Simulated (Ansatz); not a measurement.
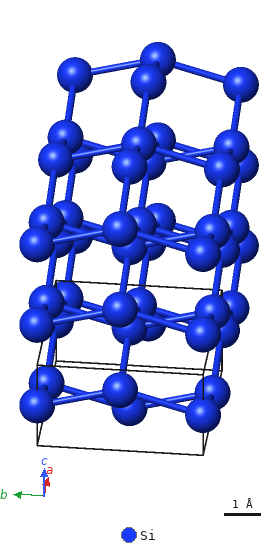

Reference structure: a symmetric starting cell of Si. Style: ball-and-stick. Shown: the conventional cell (2 times the calculation's cell), repeated 2 × 1 × 3 with one cell outlined, from a free direction. Lengths and directions refer to the drawn axes.

The calculation used DFT PBEsol, scalar-relativistic, plane waves, PAW in Ansatz. (plane-wave cutoff 420 eV; k-point mesh 18 × 18 × 18; occupations gaussian; smearing width 0.1 eV; no spin polarisation)

The variant: The cell is strained by +7.6 % along c and +1.6 % across it (volume +11.1 %), the atoms keeping their fractional coordinates. No relaxation follows. The starting cell wasn't computed here and needn't be at equilibrium, so pressure and forces aren't due to the change alone.

Question: Predict the response.

Answer: Among the bonded contacts that change: Si–Si 2.463 → 2.514 Å. The space group stays I4_1/amd (No. 141). The pressure is −8.4 GPa (not all of it need come from the change, since the unchanged cell can be under pressure at this level too). The principal stresses (compression positive) are −10.4 GPa along c and −7.4 GPa across it. All forces vanish by symmetry.

Drawn alike, the variant:

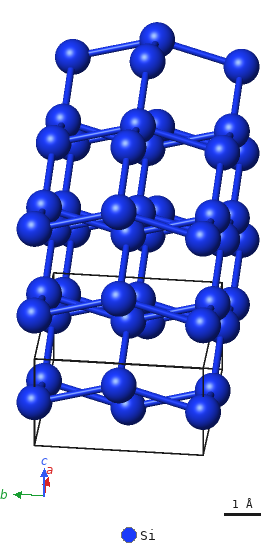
